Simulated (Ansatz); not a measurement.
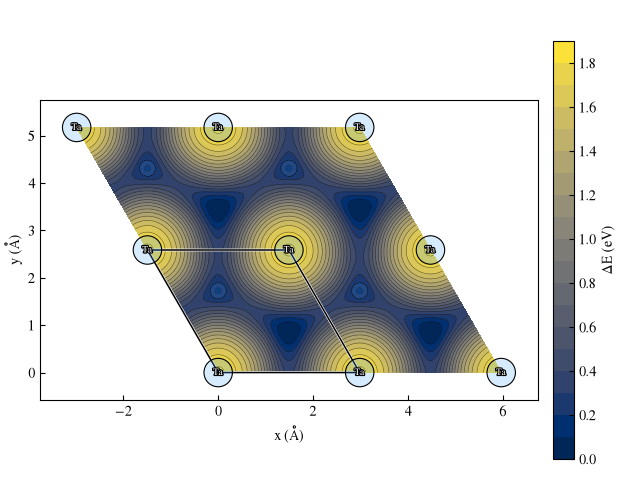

S on a Ta(111) slab cut from the Fm-3m phase, its upper half relaxed before the scan (12 atoms of substrate and one adsorbate in a 2 × 2 cell). S is moved over the surface cell; relaxed at each place: the height of the adsorbate's atoms; substrate rigid; the origin of the map has the adsorbate above Ta9. Places are given modulo a cell vector. The map is drawn in real space over the plane of the surface. The grid has 6 × 6 points; 10 points were computed and 26 follow by symmetry. Places are given in fractions of the 1 × 1 surface cell. Energies: eV, counted from the lowest grid point. Theory: Ansatz, DFT PBE, scalar-relativistic, plane waves, PAW. Settings: cutoff 420 eV, k-mesh 6×6×1, gaussian smearing 0.1 eV, no spin polarisation.

Drawn: filled contours, labelled circles for the atoms of the top layer and small ones for the second layer, the outline of one cell of the 2 × 2 shown. Between grid points the surface is interpolated.

The lowest grid point is at a threefold hollow over a third-layer Ta atom, (4/6, 2/6) of the cell vectors. There is a further well near a threefold hollow over a second-layer Ta atom, (2/6, 4/6) of the cell vectors (0.19 eV above the lowest at that grid point). The highest grid point, the top site over a surface Ta atom, (0/6, 0/6) of the cell vectors, lies 1.81 eV above the lowest. On the interpolated surface the easiest way out of the lowest well to the well at a threefold hollow over a second-layer Ta atom, (2/6, 4/6) of the cell vectors passes a barrier of about 0.38 eV. At the lowest point the adsorbate has 3 Ta at 2.45 Å as nearest neighbours, at the highest 1 Ta at 2.23 Å. Its relaxed height above the top atom is 1.73 Å at the lowest and 2.23 Å at the highest point.

S is replaced by H; all else is set up alike.

> What will the new map look like?

The minimum (interpolated where it lies between grid points) moves from a threefold hollow over a third-layer Ta atom, (4/6, 2/6) of the cell vectors to a threefold hollow over a second-layer Ta atom, (2/6, 4/6) of the cell vectors. The span from the lowest to the highest grid point shrinks from 1.81 to 1.39 eV. The easiest pass out of the lowest well goes from about 0.38 to about 0.32 eV on the interpolated surfaces. Higher wells of the new map: a threefold hollow over a third-layer Ta atom, (4/6, 2/6) of the cell vectors, 0.10 eV up (that grid point lay 0.00 eV up before). In the new map: at the lowest point the adsorbate has 3 Ta at 2.03 Å as nearest neighbours, at the highest 1 Ta at 1.83 Å. Its relaxed height above the top atom is 1.07 Å at the lowest and 1.83 Å at the highest point.

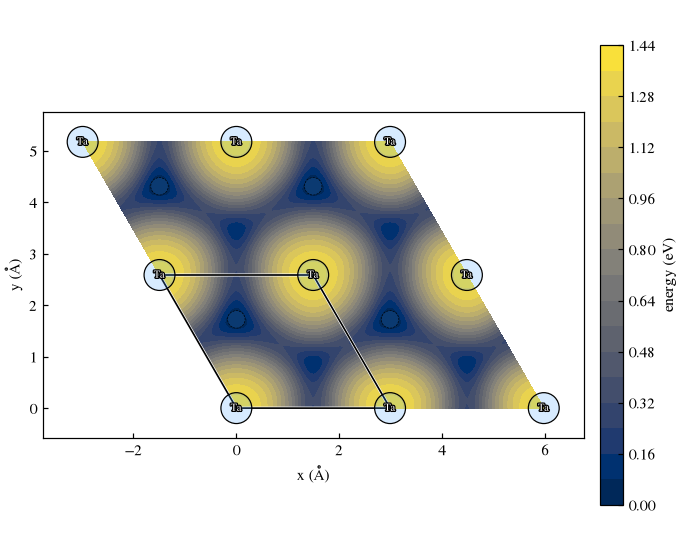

The map after the change, on a colour scale of its own. Drawn: filled contours, labelled circles for the atoms of the top layer and small ones for the second layer, the outline of one cell of the 2 × 2 shown. Between grid points the surface is interpolated.

PAW datasets: the set soft_1.
